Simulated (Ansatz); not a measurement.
System: Cu₂₀H (slab).

Input file:

```
crystal:
  lattice:
    - [5.1332392107, 0.0, 0.0]
    - [0.0, 5.1332392107, 0.0]
    - [0.0, 0.0, 26.2594965106]
  atoms:
    - { symbol: Cu, position: [0.25, 0.25, 0.3236924211] }
    - { symbol: Cu, position: [0.25, 0.75, 0.3236924211] }
    - { symbol: Cu, position: [0.75, 0.25, 0.3236924211] }
    - { symbol: Cu, position: [0.75, 0.75, 0.3236924211] }
    - { symbol: Cu, position: [0.5, 0.5, 0.3928054799] }
    - { symbol: Cu, position: [0.5, 0.0, 0.3928054799] }
    - { symbol: Cu, position: [0.0, 0.5, 0.3928054799] }
    - { symbol: Cu, position: [0.0, 0.0, 0.3928054799] }
    - { symbol: Cu, position: [0.75, 0.75, 0.4620742561] }
    - { symbol: Cu, position: [0.75, 0.25, 0.4620742561] }
    - { symbol: Cu, position: [0.25, 0.75, 0.4620742561] }
    - { symbol: Cu, position: [0.25, 0.25, 0.4620742561] }
    - { symbol: Cu, position: [0.0, 0.0, 0.5315054212] }
    - { symbol: Cu, position: [0.0, 0.5, 0.5315054212] }
    - { symbol: Cu, position: [0.5, 0.0, 0.5315054212] }
    - { symbol: Cu, position: [0.5, 0.5, 0.5315054212] }
    - { symbol: Cu, position: [0.25, 0.25, 0.5983277629] }
    - { symbol: Cu, position: [0.25, 0.75, 0.5983277629] }
    - { symbol: Cu, position: [0.75, 0.25, 0.5983277629] }
    - { symbol: Cu, position: [0.75, 0.75, 0.5983277629] }
    - { symbol: H, position: [0.75, 0.75, 0.6607813595] }
basis:
  ecutwfc: 420
kpoints:
  mp_grid: { grid: [6, 6, 1] }
hamiltonian:
  xc: pbe
scf:
  occupations: { method: gaussian, width: 0.1 }
output:
  forces: true
  eigenvalues: true
  write_density: true
  write_potential: true
  elf: true
  volumetric_format: npy
relax:
  adjacent_minimum: "off"
  f_tol: 0.03
  max_steps: 70
  constraints: [{ sites: [0, 1, 2, 3, 4, 5, 6, 7] }]
efield:
  axis: 3
  dipole_correction: true
```

Command:

```sh
ansatz run input.yaml --threads 4 --pin off --max-ram 10240MiB --backend cpu --events-out ev --progress --plain --runs-dir out
```

The fields are those of the relaxed geometry.

Computed without spin polarisation.

These are results of DFT PBE, scalar-relativistic, plane waves, PAW (Ansatz 0.2.0), not measurements.

What will maps of the valence pseudo-density and electron localisation function show?

Answer. Cu–H (1.52 Å): ρ is about 1.4 e/Å³ halfway; the ELF climbs to about 1 towards the hydrogen.
Cu–Cu (2.57 Å): the density is about 0.3 e/Å³ at the midpoint, with its minimum of 0.26 e/Å³ about 1.4 Å from Cu; the ELF is about 0.25 at the midpoint (no localised pair shows between them).

Does the calculation give a band gap?

Answer. It is metallic or semimetallic at this level of theory: no gap opens.

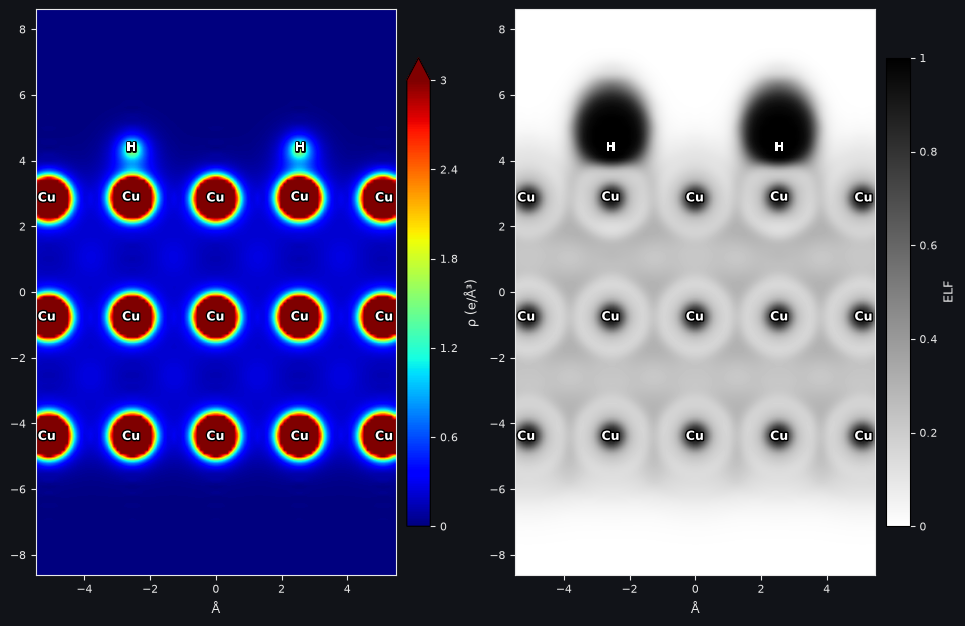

Computed valence pseudo-density and electron localisation function on the (010) plane of the calculation cell, a cut from vacuum to vacuum, in this order. 

The density is the valence pseudo-density of a PAW calculation; it isn't the true density close to the nuclei.
